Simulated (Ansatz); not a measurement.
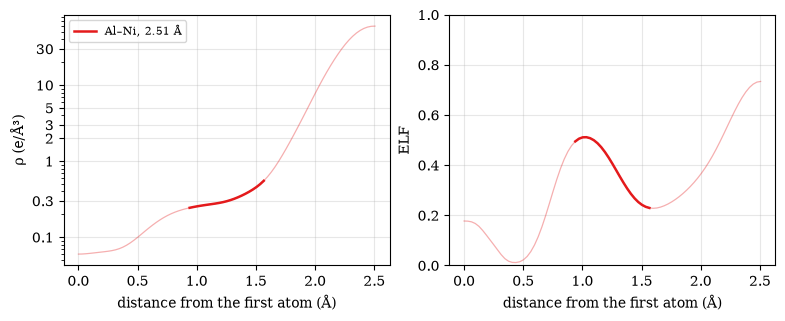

AlNi (slab). Valence electron density and ELF along straight lines between neighbouring atoms. Thin, pale parts lie inside the atomic spheres.

Not relaxed (largest force 0.7 eV/Å); computed without spin polarisation.

Method: Ansatz, DFT PBE, scalar-relativistic, plane waves, PAW.

In a PAW calculation such maps are meaningful between the atoms, not at the nuclei.

What can be read from the curves?

Al–Ni (2.51 Å): the density is about 0.3 e/Å³ at the midpoint; the ELF is about 0.40 at the midpoint.
